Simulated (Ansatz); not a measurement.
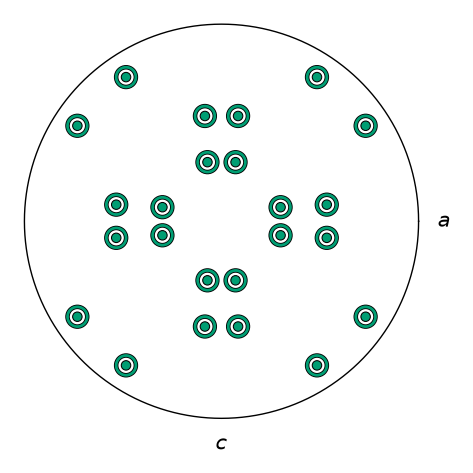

Stereographic projection: filled dots lie in the upper hemisphere, open rings in the lower. The b axis points at the viewer. The poles are all faces of one general form. Computed from the symmetry operations of a computed or model structure of composition Ni, which need not be its known form.

Identify the point group and its elements.

m-3m (Oh), order 48, cubic system: three fourfold axes, four threefold axes, six twofold axes, nine mirror planes, an inversion centre.

Which physical properties does it allow?

It is centrosymmetric, so neither piezoelectric nor pyroelectric; it is not chiral.
